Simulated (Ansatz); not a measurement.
MgI2 (space group P-3m1, No. 164): the geometry relaxed with DFT, r2SCAN+rVV10, plane waves, PAW in Ansatz.

```
CELL_PARAMETERS angstrom
4.15664 0.00000 0.00000
-2.07832 3.59976 0.00000
0.00000 0.00000 6.87562
ATOMIC_POSITIONS crystal
Mg 0.00000 0.00000 0.00000
I 0.33333 0.66667 0.24257
I 0.66667 0.33333 0.75743
```

Describe how the polyhedra about Mg are linked (bonds: I–Mg below 3.3 Å).

Mg: MgI6 octahedron, sharing edges with six neighbours.

They form layers of edge-sharing octahedra parallel to (001).

Centre to centre across a shared edge: 4.16 Å.

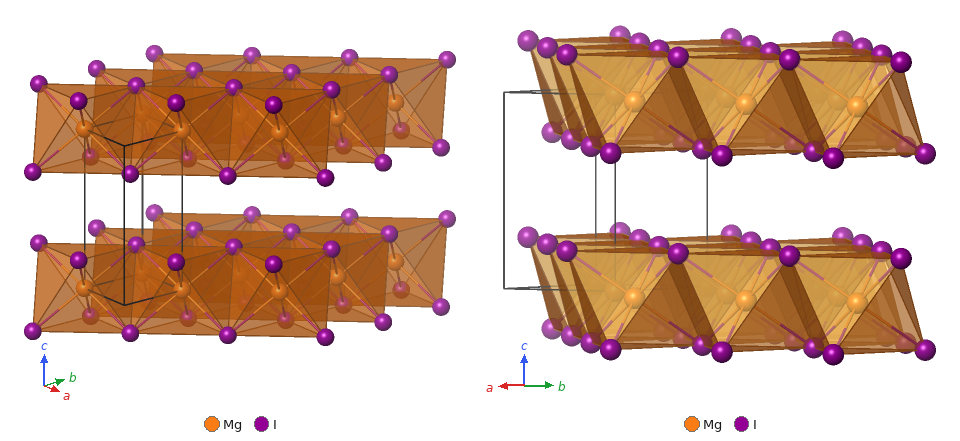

Polyhedra are drawn about Mg (bonds: I–Mg below 3.3 Å); other atoms are plain spheres. Two views of the same piece.
